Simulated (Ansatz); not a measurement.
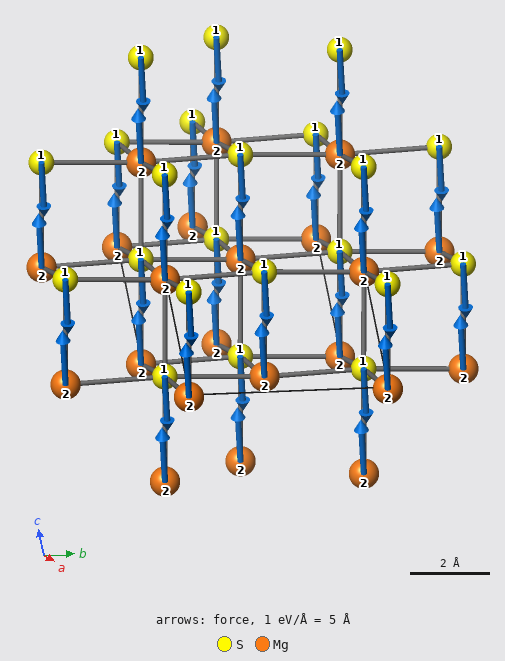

Starting geometry of solid MgS (set up in P1) with the computed forces as blue arrows. Style: ball-and-stick. Shown: the conventional cell (2 times the calculation's cell), repeated 1 × 1 × 2 with one cell outlined, slightly off an axis. Lengths and directions refer to the drawn axes.

The run lets cell and atoms move, from a rattled start.

The calculation used Kohn-Sham DFT of a periodic cell, LDA, Ansatz PAW accurate (Ansatz).

The input:
```yaml
crystal:
  lattice:
    - [0.0, 2.60165, 2.60165]
    - [2.60165, 0.0, 2.60165]
    - [2.60165, 2.60165, 0.0]
  atoms:
    - { symbol: S, position: [0.509592, 0.501842, 0.513475] }
    - { symbol: Mg, position: [-0.005931, 0.010032, -0.013967] }
hamiltonian:
  xc: lda
  pseudopotentials: { kind: paw, level: accurate }
kpoints:
  mp_grid: { grid: [7, 7, 7] }
scf:
  occupations: { method: gaussian, width: 0.01 }
output:
  forces: true
  stress: true
relax:
  f_tol: 0.01
  max_steps: 40
  cell: { stress_tol: 0.05 }
```

Launched with:
```bash
ansatz run input.yaml --threads 1 --pin off --max-ram 2560MiB --backend cpu --events-out ev --progress --plain --runs-dir out
```

### Is this structure relaxed? If not, where do the atoms go?

It isn't relaxed: the largest force vector, on S atoms, is 0.33 eV/Å. The atoms end up moving mostly along the starting forces (cosine between the two patterns 1.00). The largest moves relative to the cell, 0.061 Å, are those of S1 and Mg2. Mg2 goes roughly along [2 0 3]. Largest moves by element: Mg 0.061 Å, S 0.061 Å. The volume changes by −4.2 %, with a = b 5.203 → 5.130 Å (−1.4 %), c 3.679 → 3.627 Å (−1.4 %). Near-neighbour distances that change, for instance: S1–Mg2 2.714 → 2.565 Å, S1–Mg2 (another image) 2.654 → 2.565 Å, S1–Mg2 (another image) 2.490 → 2.565 Å, S1–Mg2 (another image) 2.624 → 2.565 Å. Among the angles between lasting bonds that change: Mg2–S1–Mg2 174.6° → 180.0°, S1–Mg2–S1 175.0° → 180.0°, S1–Mg2–S1 93.7° → 90.0°. The space group (tolerance 0.01 Å) goes from P1 (No. 1) to Fm-3m (No. 225). Over 3 accepted moves (4 points after the start) the energy falls by 17.6 meV per atom. The largest force component goes from 0.3 to under 0.0001 eV/Å. Pressure: −2.75 GPa at the start and 0.01 GPa at the end. The SCF was repeated once at an unchanged geometry on a basis and grid sized afresh for the cell, which shifted the energy by less than 0.05 meV per atom at most. The run took 82 s on 1 thread of Arm Neoverse V1 (shared host), peak memory 0.52 GiB.
